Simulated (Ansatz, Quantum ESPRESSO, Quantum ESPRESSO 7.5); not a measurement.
# Complex bands of AlN, zinc blende type, lattice constant set to 4.463 Å

Wanted: the complex band structure of AlN, zinc blende type, lattice constant set to 4.463 Å, as for a tunnel barrier.

Program: Quantum ESPRESSO 7.5. Level of theory: plane-wave DFT, LDA, PseudoDojo norm-conserving pseudopotentials (cross-check by Ansatz 0.2.0 with PAW datasets). Results are calculated unless marked as measured.

The structure was built from a prototype and need not be the compound's stable phase.

## (1) The structure

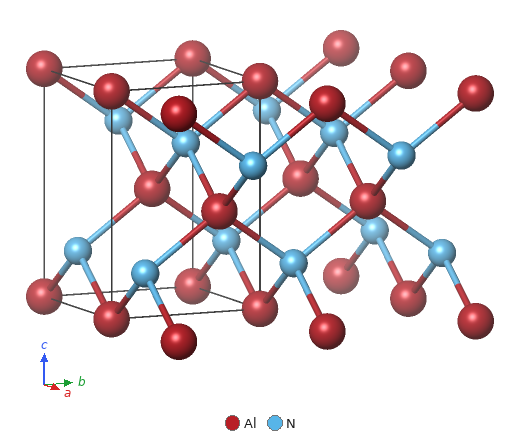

Start, viewed from the side, with the c axis up; aluminium red, nitrogen blue. 2×2×1 cells are drawn. Some periodic images of atoms are drawn too.

## (2) SCF with pw.x

pwcond needs a cell whose third axis lies along the current and stands perpendicular to the other two.

File scf.in:

```
&control
  prefix = 'scf'
  outdir = './out'
  pseudo_dir = './pseudo'
  calculation = 'scf'
  tprnfor = .true.
/
&system
  ibrav = 0
  nat = 4
  ntyp = 2
  ecutwfc = 72
  ecutrho = 288
  occupations = 'fixed'
  nbnd = 12
/
&electrons
  conv_thr = 1e-09
  mixing_beta = 0.6
  electron_maxstep = 120
/
ATOMIC_SPECIES
  Al  26.9815  Al.dojo-sr-lda-0.4.1-standard.upf
  N   14.0070  N.dojo-sr-lda-0.4.1-standard.upf
CELL_PARAMETERS angstrom
  3.15581756443556 0.00000000000000 0.00000000000000
  0.00000000000000 3.15581756443556 0.00000000000000
  0.00000000000000 0.00000000000000 4.46300000000000
ATOMIC_POSITIONS crystal
  Al  0.000000000000 0.000000000000 0.000000000000
  N   0.500000000000 0.000000000000 0.250000000000
  Al  0.500000000000 0.500000000000 0.500000000000
  N   0.000000000000 0.500000000000 0.750000000000
K_POINTS automatic
  8 8 6 0 0 0
```

Command:

```sh
OMP_NUM_THREADS=1 mpirun -n 2 pw.x -nk 2 -in scf.in > scf.out
```

Output:

```text
Program PWSCF v.7.5 starts
[citation notice left out]

     Parallel version (MPI & OpenMP), running on       2 processor cores
     Number of MPI processes:                 2
     Threads/MPI process:                     1

     MPI processes distributed on     1 nodes
[...]
Current dimensions of program PWSCF are:
     Max number of different atomic species (ntypx) = 10
     Max number of k-points (npk) =  40000
     Max angular momentum in pseudopotentials (lmaxx) =  4
     Found identity + ( -0.5000 -0.5000 -0.5000) symmetry
     This is a supercell, fractional translations are disabled
     Message from routine setup:
     using ibrav=0 with symmetry is DISCOURAGED, use correct ibrav instead

     K-points division:     npool     =       2
     Subspace diagonalization in iterative solution of the eigenvalue problem:
     a serial algorithm will be used

     G-vector sticks info
     --------------------
     sticks:   dense  smooth     PW     G-vecs:    dense   smooth      PW
     Sum         805     805    241                24729    24729    4129

     Using Slab Decomposition

     bravais-lattice index     =            0
     lattice parameter (alat)  =       5.9636  a.u.
     unit-cell volume          =     299.9489 (a.u.)^3
     number of atoms/cell      =            4
     number of atomic types    =            2
     number of electrons       =        16.00
     number of Kohn-Sham states=           12
     kinetic-energy cutoff     =      72.0000  Ry
     charge density cutoff     =     288.0000  Ry
     scf convergence threshold =      1.0E-09
     mixing beta               =       0.6000
     number of iterations used =            8  plain     mixing
     Exchange-correlation= SLA  PW   NOGX NOGC
                           (   1   4   0   0   0   0   0)

     celldm(1)=   5.963631  celldm(2)=   0.000000  celldm(3)=   0.000000
     celldm(4)=   0.000000  celldm(5)=   0.000000  celldm(6)=   0.000000

     crystal axes: (cart. coord. in units of alat)
               a(1) = (   1.000000   0.000000   0.000000 )
               a(2) = (   0.000000   1.000000   0.000000 )
               a(3) = (   0.000000   0.000000   1.414214 )

     reciprocal axes: (cart. coord. in units 2 pi/alat)
               b(1) = (  1.000000  0.000000  0.000000 )
               b(2) = (  0.000000  1.000000  0.000000 )
               b(3) = (  0.000000  0.000000  0.707107 )

     PseudoPot. # 1 for Al read from file:
     ./pseudo/Al.dojo-sr-lda-0.4.1-standard.upf
     Pseudo is Norm-conserving + core correction, Zval =  3.0
     Generated using ONCVPSP code by D. R. Hamann
     Using radial grid of 1854 points,  6 beta functions with:
                l(1) =   0
                l(2) =   0
                l(3) =   1
                l(4) =   1
                l(5) =   2
                l(6) =   2

     PseudoPot. # 2 for N  read from file:
     ./pseudo/N.dojo-sr-lda-0.4.1-standard.upf
     Pseudo is Norm-conserving + core correction, Zval =  5.0
     Generated using ONCVPSP code by D. R. Hamann
     Using radial grid of 1058 points,  4 beta functions with:
                l(1) =   0
                l(2) =   0
                l(3) =   1
                l(4) =   1

     atomic species   valence    mass     pseudopotential
     Al                3.00    26.98150     Al( 1.00)
     N                 5.00    14.00700     N ( 1.00)

      8 Sym. Ops. (no inversion) found

   Cartesian axes

     site n.     atom                  positions (alat units)
         1        Al     tau(   1) = (   0.0000000   0.0000000   0.0000000  )
         2        N      tau(   2) = (   0.5000000   0.0000000   0.3535534  )
         3        Al     tau(   3) = (   0.5000000   0.5000000   0.7071068  )
         4        N      tau(   4) = (   0.0000000   0.5000000   1.0606602  )

     number of k points=    60
                       cart. coord. in units 2pi/alat
        k(    1) = (   0.0000000   0.0000000   0.0000000), wk =   0.0052083
        k(    2) = (   0.0000000   0.0000000   0.1178511), wk =   0.0104167
        k(    3) = (   0.0000000   0.0000000   0.2357023), wk =   0.0104167
        k(    4) = (   0.0000000   0.0000000  -0.3535534), wk =   0.0052083
        k(    5) = (   0.0000000   0.1250000   0.0000000), wk =   0.0208333
        k(    6) = (   0.0000000   0.1250000   0.1178511), wk =   0.0416667
        k(    7) = (   0.0000000   0.1250000   0.2357023), wk =   0.0416667
        k(    8) = (   0.0000000   0.1250000  -0.3535534), wk =   0.0208333
        k(    9) = (   0.0000000   0.2500000   0.0000000), wk =   0.0208333
        k(   10) = (   0.0000000   0.2500000   0.1178511), wk =   0.0416667
[...]
k(   60) = (  -0.5000000  -0.5000000  -0.3535534), wk =   0.0052083

     Dense  grid:    24729 G-vectors     FFT dimensions: (  36,  36,  45)

     Estimated max dynamical RAM per process >      40.09 MB

     Estimated total dynamical RAM >      74.15 MB

     Initial potential from superposition of free atoms

     starting charge      15.9956, renormalised to      16.0000
     Starting wfcs are   16 randomized atomic wfcs

     total cpu time spent up to now is        1.0 secs

     per-process dynamical memory:    36.5 Mb

     Self-consistent Calculation

     iteration #  1     ecut=    72.00 Ry     beta= 0.60
     Davidson diagonalization with overlap
     ethr =  1.00E-02,  avg # of iterations =  3.6

     total cpu time spent up to now is        1.9 secs

     total energy              =     -50.89789422 Ry
     estimated scf accuracy    <       1.17809453 Ry

     iteration #  2     ecut=    72.00 Ry     beta= 0.60
[...]
total energy              =     -51.27118853 Ry
     estimated scf accuracy    <       0.49817605 Ry

     iteration #  3     ecut=    72.00 Ry     beta= 0.60
[...]
total energy              =     -51.34708011 Ry
     estimated scf accuracy    <       0.01022499 Ry

     iteration #  4     ecut=    72.00 Ry     beta= 0.60
[...]
total energy              =     -51.35217586 Ry
     estimated scf accuracy    <       0.01522038 Ry

     iteration #  5     ecut=    72.00 Ry     beta= 0.60
[...]
total energy              =     -51.35255607 Ry
     estimated scf accuracy    <       0.00171518 Ry

     iteration #  6     ecut=    72.00 Ry     beta= 0.60
[...]
total energy              =     -51.35314721 Ry
     estimated scf accuracy    <       0.00003178 Ry

     iteration #  7     ecut=    72.00 Ry     beta= 0.60
[...]
total energy              =     -51.35313156 Ry
     estimated scf accuracy    <       0.00014488 Ry

     iteration #  8     ecut=    72.00 Ry     beta= 0.60
[...]
total energy              =     -51.35312443 Ry
     estimated scf accuracy    <       0.00003572 Ry

     iteration #  9     ecut=    72.00 Ry     beta= 0.60
[...]
total energy              =     -51.35312883 Ry
     estimated scf accuracy    <       0.00000154 Ry

     iteration # 10     ecut=    72.00 Ry     beta= 0.60
[...]
total energy              =     -51.35312921 Ry
     estimated scf accuracy    <       0.00000007 Ry

     iteration # 11     ecut=    72.00 Ry     beta= 0.60
[...]
total energy              =     -51.35312924 Ry
     estimated scf accuracy    <          2.0E-09 Ry

     iteration # 12     ecut=    72.00 Ry     beta= 0.60
[...]
End of self-consistent calculation

          k = 0.0000 0.0000 0.0000 (  3043 PWs)   bands (ev):

    -8.4458  -5.9132   1.2376   4.2736   4.2736   5.9996   5.9996   5.9996
     9.2219   9.6782  14.0487  17.7441

          k = 0.0000 0.0000 0.1179 (  3067 PWs)   bands (ev):

    -8.3172  -6.1495   1.5053   4.3698   4.3698   5.4110   5.8577   5.8577
     9.6019  10.3169  14.2327  17.2949

          k = 0.0000 0.0000 0.2357 (  3075 PWs)   bands (ev):

    -7.9457  -6.7209   2.2047   4.2922   4.6435   4.6435   5.4951   5.4951
    10.6020  11.3925  14.7656  16.3299

          k = 0.0000 0.0000-0.3536 (  3046 PWs)   bands (ev):

    -7.3799  -7.3799   3.1709   3.1709   5.0477   5.0477   5.0477   5.0477
    11.5975  11.5975  15.5049  15.5049

          k = 0.0000 0.1250 0.0000 (  3078 PWs)   bands (ev):

    -8.3016  -5.9025   1.3994   3.6162   4.3758   5.2212   5.8322   5.9946
     9.8201  10.3695  14.5639  17.3431

          k = 0.0000 0.1250 0.1179 (  3087 PWs)   bands (ev):

    -8.1766  -6.1178   1.5615   3.8326   4.4677   4.6151   5.8649   5.9214
    10.1654  10.7899  14.7210  17.0616

[...]
highest occupied, lowest unoccupied level (ev):     5.9996    9.2219

!    total energy              =     -51.35312924 Ry
     estimated scf accuracy    <          5.4E-12 Ry

     The total energy is the sum of the following terms:
     one-electron contribution =      -3.25710832 Ry
     hartree contribution      =      11.39014045 Ry
     xc contribution           =     -16.81444233 Ry
     ewald contribution        =     -42.67171904 Ry

     convergence has been achieved in  12 iterations

     Forces acting on atoms (cartesian axes, Ry/au):

     atom    1 type  1   force =     0.00000000    0.00000000    0.00000000
     atom    2 type  2   force =     0.00000000    0.00000000   -0.00000004
     atom    3 type  1   force =     0.00000000    0.00000000    0.00000000
     atom    4 type  2   force =     0.00000000    0.00000000    0.00000004

     Total force =     0.000000     Total SCF correction =     0.000001
     SCF correction compared to forces is large: reduce conv_thr to get better values

[...]
=------------------------------------------------------------------------------=
   JOB DONE.
=------------------------------------------------------------------------------=
```

It took 12 s on 2 MPI ranks of Intel Xeon 6975P-C (Granite Rapids), shared host; peak memory 0.17 GiB; 24 s of CPU time.

This step gave:

- free energy: -698.6949 eV
- valence top, on the run's zero: 6.000 eV
- conduction bottom, on the run's zero: 9.222 eV
- gap by band count: 3.222 eV

The program's own clock; routines nest. Time by routine:

| routine | wall time (s) | calls |
| --- | --- | --- |
| PWSCF | 11.26 | 1 |
| electrons | 10.16 | 1 |
| c_bands | 8.86 | 12 |
| cegterg | 7.22 | 360 |
| h_psi | 6.39 | 1530 |
| vloc_psi | 5.1 | 1530 |
| fftw | 4.91 | 29236 |
| sum_band | 1.19 | 12 |
| init_run | 0.93 | 1 |
| calbec | 0.76 | 1650 |
| h_psi:calbec | 0.71 | 1530 |
| wfcinit | 0.6 | 1 |
| init_us_2 | 0.56 | 780 |
| add_vuspsi | 0.51 | 1530 |

The run needed 12 iterations to bring the estimated error under 1e-09 Ry.

(Part 1 of 3 ends here.)

[Logs are printed without paths, hosts, clocks, repeated set-up lines and the standing remarks that a program may print on its own settings, such as how far it seeks lower states.]

[Hosts, paths, dates, database ids (printed as entryN), source tags and the programs' standing remarks are cut or masked in the printed files.]

[Maps of the electrostatic potential energy from Ansatz leave out the sawtooth potential of an applied field or a dipole correction, so their vacuum need not be flat; planar profiles and work functions include it.]
